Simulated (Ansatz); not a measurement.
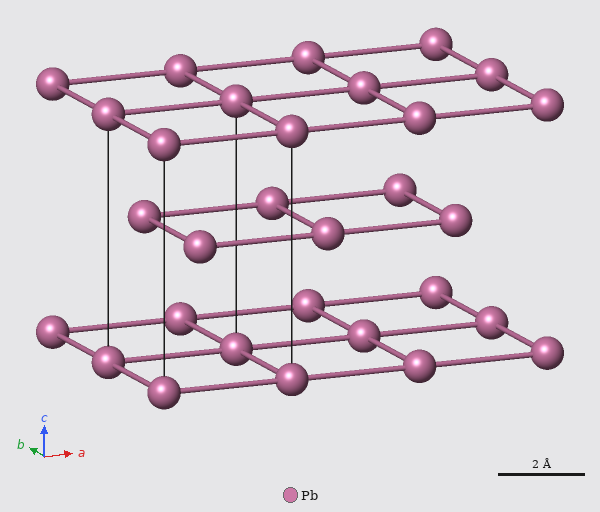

The starting point is a symmetric starting cell of Pb (made from another compound by putting Pb in place of Sn). The picture is a ball-and-stick view of the conventional cell (2 times the calculation's cell), repeated 3 × 2 × 1 with one cell outlined, seen slightly off an axis. Lengths and directions refer to the drawn axes.

All numbers below come from DFT PBEsol, scalar-relativistic, plane waves, PAW in Ansatz 0.2.0. Settings: plane-wave cutoff 420 eV; k-point mesh 18 × 18 × 18; occupations gaussian; smearing width 0.1 eV; no spin polarisation.

Change: The cell is strained by +1.6 % along c and −4.4 % across it (volume −7.3 %), the atoms keeping their fractional coordinates. No relaxation follows. The starting cell wasn't computed here and needn't be at equilibrium, so pressure and forces aren't due to the change alone.

Input file:
```yaml
crystal:
  lattice:
    - [-1.5659540757, 1.5659540757, 3.050427033]
    - [1.5659540757, -1.5659540757, 3.050427033]
    - [1.5659540757, 1.5659540757, -3.050427033]
  atoms:
    - { symbol: Pb, position: [0.0, 0.0, 0.0] }
basis:
  ecutwfc: 420
kpoints:
  mp_grid: { grid: [18, 18, 18] }
hamiltonian:
  xc: pbesol
scf:
  occupations: { method: gaussian, width: 0.1 }
output:
  forces: true
  stress: true
  eigenvalues: true
  write_density: true
  write_potential: true
  elf: true
  volumetric_format: npy
```

Command:
```bash
ansatz run input.yaml --threads 1 --pin off --max-ram 1331MiB --backend cpu --events-out ev --progress --plain --runs-dir out
```

Q: What does the calculation give for the changed structure?

A: The pressure is 2.1 GPa (not all of it need come from the change, since the unchanged cell can be under pressure at this level too). The principal stresses (compression positive) are −3.5 GPa along c and 4.9 GPa across it. All forces vanish by symmetry. Near-neighbour distances before and after: Pb–Pb 3.278 → 3.132 Å. The space group stays I4/mmm (No. 139).

The changed structure in the same view:

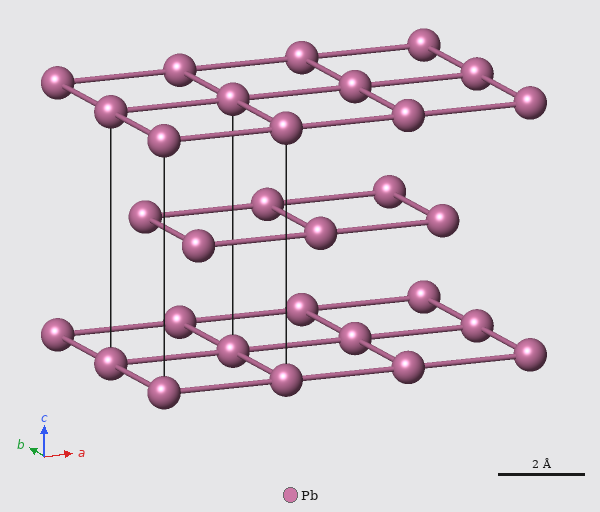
